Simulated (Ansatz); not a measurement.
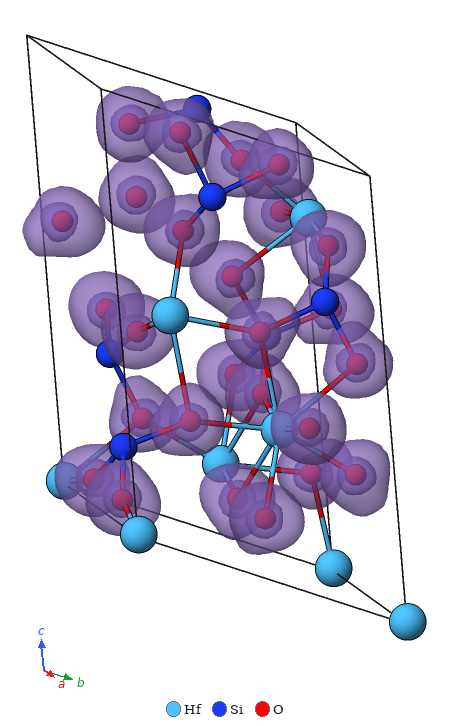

The picture shows: Hf₅Si₆O₂₄ (cell charge −4, with a compensating background) (cell with a defect). Isosurface of the electron localisation function at 0.75 (purple), seen slightly off an axis. Core shells and regions of very low density are left out. Sticks mark near contacts.

The program warned that a starting moment wasn't kept; spin-polarised, but the moments vanished.

Level of theory: DFT PBEsol, scalar-relativistic, plane waves, PAW in Ansatz 0.2.0.

**Where are the electrons localised?**

At this value the surface marks out 24 regions on O in which the atom's valence shell and bonds are merged, counted in one cell of 35 atoms. Any copies at cell faces, edges or corners count once. Along the contacts the grid gives the following. Si–O (1.58 Å): the ELF peaks at about 0.85 between the atoms; a short, strongly polar bond. Hf–O (2.06 Å): the ELF peaks at about 0.85 in the valence shell of O, 0.6 Å from its nucleus, and drops to about 0.15 between the two atoms (no shared electron pair shows on this line).
